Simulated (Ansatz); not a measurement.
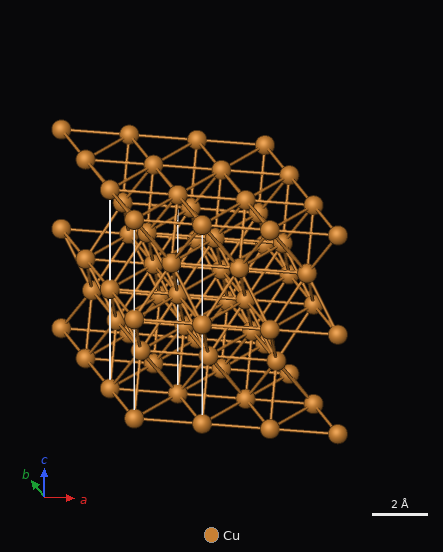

The starting point is solid Cu (set up in P6_3/mmc). Style: ball-and-stick. Shown: the cell of the calculation, repeated 3 × 3 × 1 with one cell outlined, from a free direction.

Computed with Ansatz, DFT PBEsol, scalar-relativistic, plane waves, PAW. Settings: plane-wave cutoff 420 eV; occupations gaussian; smearing width 0.1 eV; no spin polarisation. The k-mesh is chosen for each cell (18×18×6, 12×12×4).

Now this is done to it. Every copper atom is replaced by tin, which gives Sn. Cell and atoms are relaxed again (to zero pressure within 0.1 GPa, forces under 0.01 eV/Å).

### What is the effect?

The volume per atom goes from 11.32 to 26.37 Å³. The volume changes by +132.9 %, with a = b 2.520 → 3.362 Å (+33.4 %), c 8.235 → 10.772 Å (+30.8 %). The space group stays P6_3/mmc (No. 194).

The changed structure in the same view:

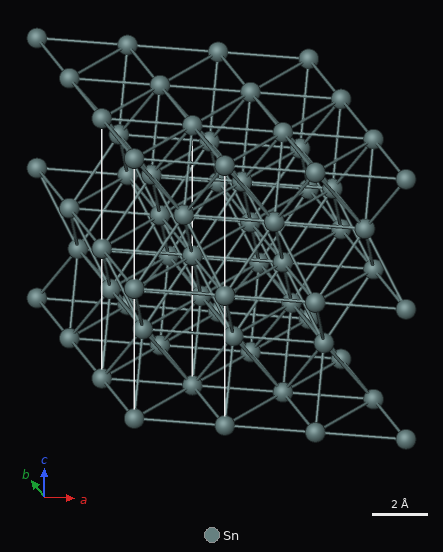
